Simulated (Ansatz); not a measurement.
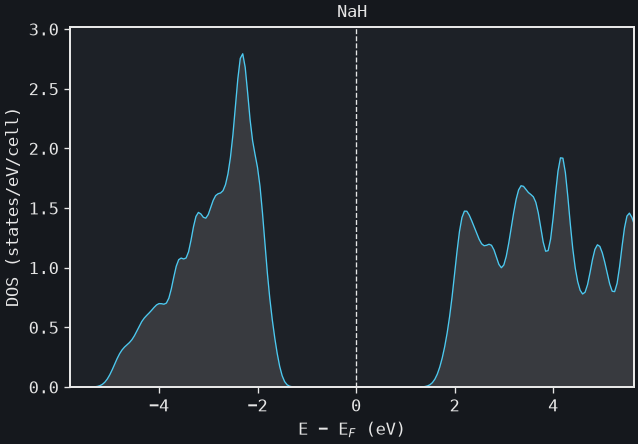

Density of states. Energies are counted from the Fermi level. The curve is built from the levels of the k mesh with Gaussians 0.3 eV wide, which also blur the band edges.

This input was run:

```
crystal:
  lattice:
    - [3.953281548, 0.0428931048, 0.0]
    - [-1.9394942556, 3.4021956965, 0.0]
    - [0.0, 0.0, 4.8282923038]
  atoms:
    - { symbol: Na, position: [0.3304946595, 0.6667724531, -0.0625] }
    - { symbol: Na, position: [0.6695053405, 0.3332275469, 0.4375] }
    - { symbol: H, position: [0.3300612698, 0.6667433221, 0.4375] }
    - { symbol: H, position: [0.6699387302, 0.3332566779, 0.9375] }
kpoints:
  mp_grid: { grid: [12, 12, 6] }
  band_path:
    path:
      - [0.0, 0.0, 0.0]
      - [0.5, 0.0, 0.0]
      - [0.3333333333, 0.3333333333, 0.0]
      - [0.0, 0.0, 0.5]
      - [0.5, 0.0, 0.5]
      - [0.3333333333, 0.3333333333, 0.5]
      - [0.3, 0.3, 0.0]
      - [0.140625, -0.192708, 0.0]
      - [0.333333, 0.341146, 0.0]
    npoints: 1
hamiltonian:
  xc: pbe
scf:
  occupations: { method: fermi_dirac, width: 0.02 }
  n_extra_bands: 5
output:
  forces: true
  stress: true
  eigenvalues: true
  write_density: true
  write_potential: true
  elf: true
  volumetric_format: npy
```

Run as:
```bash
ansatz run input.yaml --threads 4 --pin off --max-ram 3686MiB --backend cpu --events-out ev --progress --plain --runs-dir out
```

**Metal or insulator, going by the density of states?**

There is a gap; over the k points computed it is 3.32 eV (indirect; the smallest direct gap is 4.09 eV).

**How wide is the upper valence band?**

The upper group of valence states starts about 3.3 eV under the valence-band top (which lies at −1.7 eV on this axis), with a gap beneath it; it holds about 4 electrons a cell.

**Where is the tallest peak of the filled states in the window?**

Within the window shown, the tallest peak of the filled states lies 0.6 eV under the valence-band top, at about 2.8 states per eV and cell.
